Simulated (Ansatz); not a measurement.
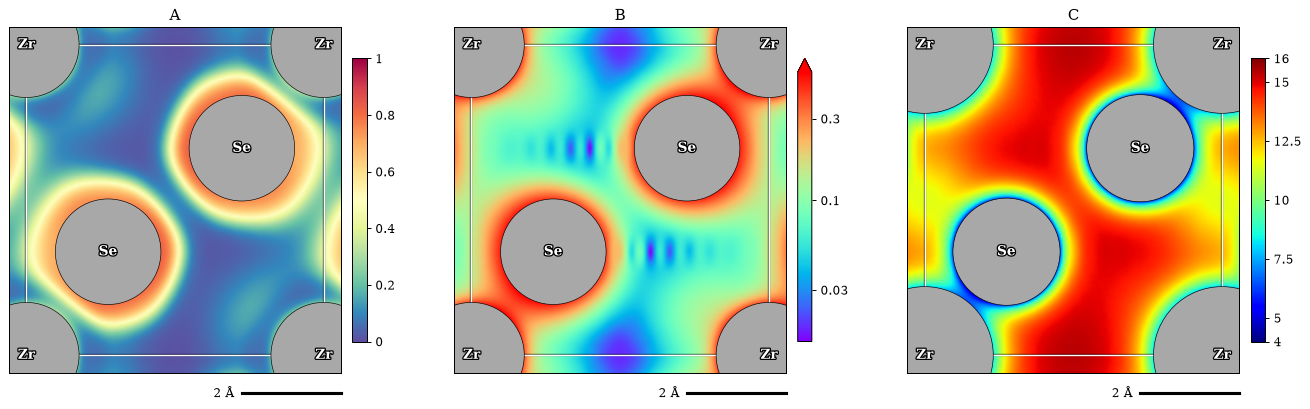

ZrSe$_{2}$: 3 fields on the (110) plane of the conventional cell, with unlabelled colour scales. Grey discs cover the atomic cores.

Space group P-3m1; PAW files of the earlier set (soft_1).

Method: DFT PBEsol+D3(BJ), scalar-relativistic, plane waves, PAW (Ansatz).

### The panels show electron localisation function, electrostatic potential energy of an electron and valence pseudo-density in some order. Assign them.

Panel A: electron localisation function. Panel B: valence pseudo-density. Panel C: electrostatic potential energy of an electron (low next to the atoms, rising into the space between them). From the grid: Zr–Se (2.66 Å): ρ is about 0.4 e/Å³ halfway; the ELF is about 0.40 at the midpoint.
